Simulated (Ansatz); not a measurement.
# Band-structure calculation of CdS

The run: band-structure calculation of CdS (2 atoms in the cell). Method and program: DFT, PBE, all-electron LAPW, scalar-relativistic, no spin polarisation (Ansatz 0.2.0).

The structure derives from a Materials Project entry. It belongs to a series of runs on one base structure; here: equal xx and yy strain of +2 %. Figures and captions count atoms from 1; the log counts them from 0 in places.

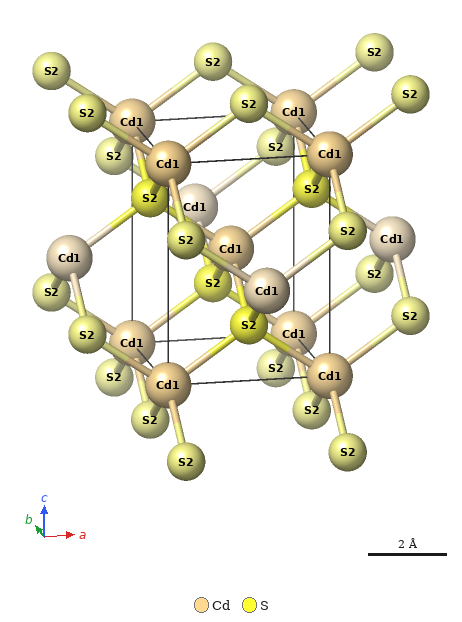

**Figure 1.** The structure (ball-and-stick view of the cell 2 times as large as that of the calculation, set on its symmetry axes, seen slightly off an axis; neighbours outside the cell are drawn fainter; atoms are numbered from 1 in the order of the input). Near neighbours in the crystal (not all of them lie inside the picture): Cd has 4 S at 2.58 Å; S has 4 Cd at 2.58 Å.

## Input file
```yaml
crystal:
  lattice:
    - [0.0, 3.0018125342, 2.9429534649]
    - [3.0018125342, 0.0, 2.9429534649]
    - [3.0018125342, 3.0018125342, 0.0]
  atoms:
    - { symbol: Cd, position: [0.0, 0.0, 0.0] }
    - { symbol: S, position: [0.75, 0.75, 0.75] }
kpoints:
  mp_grid: { grid: [7, 7, 7] }
  band_path:
    path:
      - [0.0, 0.0, 0.0]
      - [0.0, 0.5, 0.5]
      - [0.25, 0.75, 0.5]
      - [0.0, 0.5, 0.0]
      - [0.0, 0.0, 0.0]
      - [0.5, 0.5, 0.0]
      - [0.38005, 0.61995, 0.0]
      - [-0.38005, 0.38005, 0.0]
      - [0.0, 0.0, 0.0]
    npoints: 5
scf:
  occupations: { method: fermi_dirac, width: 0.02 }
hamiltonian:
  xc: pbe
  pseudopotentials: { kind: all_electron, lapw: { basis_error: 0.0005 } }
output:
  forces: true
  stress: true
  eigenvalues: true
```

Machine: 1 thread of Intel Xeon (Sapphire Rapids), 64 GiB of memory available, shared host.

Command:
```bash
ansatz run input.yaml --threads 1 --pin off --max-ram 3072MiB --backend cpu --events-out ev --progress --plain --runs-dir out
```

## The program's output
```
LAPW: plane waves up to 8.159 Å⁻¹, error target 5.0e-4 eV per atom; small_component_spin mean_spin; S in spheres of 1.126 Å, 14 of its electrons in bands, Dirac shells []; Cd in spheres of 1.457 Å, 20 of its electrons in bands, Dirac shells [] (how accurate: hamiltonian.pseudopotentials.lapw.basis_error, Limitations)
Engine: ansatz 0.2.0, x86_64-unknown-linux-gnu
Pseudopotentials: kind: all_electron
Pseudopotential: Cd, LAPW, valence charge 20, lapw/all_electron/scalar/gaussian/Cd, Koelling and Harmon's equation, gaussian nucleus
Pseudopotential: S, LAPW, valence charge 14, lapw/all_electron/scalar/gaussian/S, Koelling and Harmon's equation, gaussian nucleus
Functional definition: PBE
  parameter kappa = 0.804
  parameter beta = 0.06672455060314922
  exchange = pbe_x(kappa = kappa, mu = beta*pi^2/3)
  correlation = pbe_c(beta = beta)
Crystal: 2 atoms, lattice volume = 53.037 Å³
Basis set: ecut = 253.61160907168312 eV, 515 PW (Γ), exchange–correlation at level 2
Bands: 21, of which v1, the nominal top of the filled ones, is band 17 counted from 1 (16 counted from 0)
Symmetry: 8 space group operations
Space group: I-4m2 (ITA 119), of the structure as read, at distance tolerance 3.8e-5 Å
k-points: 40 of 343 (time reversal used)
Non-local potential: Cd, projectors of the file, none
Non-local potential: S, projectors of the file, none
Initial density: superposition of atomic densities (chi_scale 0.1, normalization cell, long waves kept (reshape's long-wave potential 0.00 eV rms))
Initial wavefunctions: plane waves of lowest kinetic energy (no species holds an atomic orbital)
Functional: x = pbe(κ = 0.804, μ = 0.2195149727645171), c = pbe(β = 0.06672455060314922)
iter 1 solved again at ethr=4.49e-3 eV; its pass at ethr=1.00e-1 eV (dr2=1.53e0 eV) is discarded
SCF iter   1: F=—  HF=-163099.984530 eV  |F-HF|=—  |Δ(HF+E_count)|=         —  Δρ=3.68e-2  dr2=1.53e0  ethr=4.49e-3  ⟨swp⟩=2.0  Hψ=5736  notcnv=0
preconditioner: auto → none  [insulator: Δε(μ)=1.638 eV  Ē_g=11.686 eV  σ=0.020 eV  W_gap=1.00  n_scr=14 (ndim 8)  ℏωp=21.6 eV  f_vac=0.169  D(μ)=0.00/eV (n_scr^D=0)  ε∞_Penn≈4.4]
iter 2 solved again at ethr=1.97e-4 eV; its pass at ethr=4.49e-3 eV (dr2=6.69e-2 eV) is discarded
SCF iter   2: F=—  HF=-163099.489921 eV  |F-HF|=—  |Δ(HF+E_count)|=   4.95e-1  Δρ=1.17e-2  dr2=6.69e-2  ethr=1.97e-4  ⟨swp⟩=2.0  Hψ=4595  notcnv=0
SCF iter   3: F=—  HF=-163099.424981 eV  |F-HF|=—  |Δ(HF+E_count)|=   6.49e-2  Δρ=5.31e-3  dr2=1.41e-2  ethr=1.97e-4  ⟨swp⟩=3.0  Hψ=2750  notcnv=0
SCF iter   4: F=—  HF=-163099.425143 eV  |F-HF|=—  |Δ(HF+E_count)|=         —  Δρ=1.13e-3  dr2=6.32e-4  ethr=4.15e-5  ⟨swp⟩=2.0  Hψ=2501  notcnv=0
the basis was enlarged: its passes take 171.2 KiB over the memory plan, 1 of 1 planned eigensolver slots
SCF iter   5: F=—  HF=-163099.424680 eV  |F-HF|=—  |Δ(HF+E_count)|=   4.63e-4  Δρ=1.94e-4  dr2=1.56e-5  ethr=1.86e-6  ⟨swp⟩=2.0  Hψ=2343  notcnv=0
SCF iter   6: F=—  HF=-163099.424697 eV  |F-HF|=—  |Δ(HF+E_count)|=   1.75e-5  Δρ=3.67e-5  dr2=5.85e-7  ethr=4.57e-8  ⟨swp⟩=3.0  Hψ=2469  notcnv=0
SCF iter   7: F=-163099.424699 eV  HF=-163099.424699 eV  |F-HF|=9.52e-9  |Δ(HF+E_count)|=   1.52e-6  Δρ=4.87e-6  dr2=1.27e-8  ethr=1.72e-9  ⟨swp⟩=3.0  Hψ=2536  notcnv=0
SCF 1 converged in 7 iterations: F = -163099.424699 eV  dr2 = 1.27e-8
NSCF: frozen V_eff on 41 k-points
SCF converged after 7 iterations
Free energy (F): -163099.424699 eV
Harris-Foulkes:  -163099.424699 eV  (|F-HF|=9.52e-9)
Internal energy: -163099.424699 eV  (E = F + TS)
E sigma→0 (E₀):  -163099.424699 eV
Fermi energy:    7.307115 eV
--- Per-component energies (eV) ---
  E_band       = -1755.029407
  E_kinetic    = 170385.906792
  E_xc         = -4907.527300
  E_electrostatic = -328577.804190  (all electrons and nuclei)
  E_smearing   = -0.000000  (= −TS)
  E_closure    = 0.000000  (closes the sum)
  E_atoms      = -163093.279048  (free atoms, spherical and without spin; not in F)
  Σ components = -163099.424699   (vs F -163099.424699, Δ=0.00e0)
  Basis errors (estimates in eV, not in F): energy 2.2e-4 per atom: plane waves 2.0e-4 (1.2e-4 summed), levels above the bands 9.6e-172, relativity 5.7e-8, radial functions 2.2e-5, core shells 1.3e-7; eigenvalues (radial functions only) 5.6e-7; not estimated: angular momenta, meshes, grids; target (lapw.basis_error) 5.0e-4; muffin-tin radii S 1.126 Å, Cd 1.457 Å
--- Forces (eV/Å), atoms counted from 1 ---
  atom   1  Cd     0.00000000     0.00000000     0.00000000
  atom   2  S     -0.00000000     0.00000000     0.00000000
  max |Σ_I F_I| component: 2.78e-17 eV/Å
--- Stress (GPa, compression-positive) ---
       -1.081020       0.000000       0.000000
        0.000000      -1.081020       0.000000
        0.000000       0.000000      -0.687940
  P = ⅓ Tr σ = -0.9500 GPa (-9.500 kbar)
--- Band table (eV; the first three rows and the last of 40) ---
  k-point 0: bands = ["-197.5752", "-142.3533", "-142.3533", "-142.3499", "-94.4118", "-55.4844", "-55.4797", "-55.4797", "-5.1897", "-0.7242", "-0.7242", "-0.7142", "-0.3304", "-0.3243", "6.7703", "6.7703", "6.8248", "7.7869", "13.3249", "13.3251", "13.3251"]
  k-point 1: bands = ["-197.5752", "-142.3533", "-142.3533", "-142.3499", "-94.4118", "-55.4845", "-55.4797", "-55.4797", "-5.1206", "-0.7005", "-0.6940", "-0.6533", "-0.3302", "-0.3257", "5.6144", "6.6306", "6.6746", "8.7616", "12.9953", "13.5418", "13.5645"]
  k-point 2: bands = ["-197.5752", "-142.3533", "-142.3533", "-142.3499", "-94.4118", "-55.4845", "-55.4798", "-55.4797", "-4.9647", "-0.6548", "-0.6464", "-0.4216", "-0.3196", "-0.3193", "4.0874", "6.3398", "6.3993", "9.5411", "13.1058", "13.7812", "13.8806"]
  k-point 39: bands = ["-197.5752", "-142.3533", "-142.3533", "-142.3499", "-94.4118", "-55.4848", "-55.4799", "-55.4798", "-4.7054", "-0.5347", "-0.4504", "-0.4328", "-0.2670", "0.1283", "3.2109", "4.8055", "5.1928", "10.7046", "11.3251", "15.5571", "16.3862"]
```

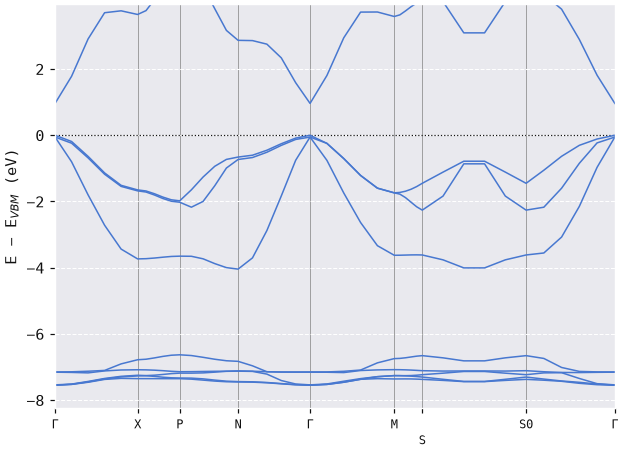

**Figure 2.** Band structure along Γ–X–P–N–Γ–M–S–S0–Γ, with energies from the valence-band top. There is a gap of 0.96 eV on this path, direct, at Γ.

## Key numbers

| quantity | value |
| --- | --- |
| outcome | converged |
| space group (tolerance 0.01 Å) | I-4m2 (119) |
| electrons in bands (core shells apart) | 34 |
| free energy | −163099.4247 eV |
| Fermi energy | 7.307 eV |
| gap on the k-point mesh | 0.96 eV |
| pressure | −0.95 GPa |
| largest force (length of the vector) | under 0.001 eV/Å |
| wall time | 20 s |
| peak memory | 0.34 GiB |
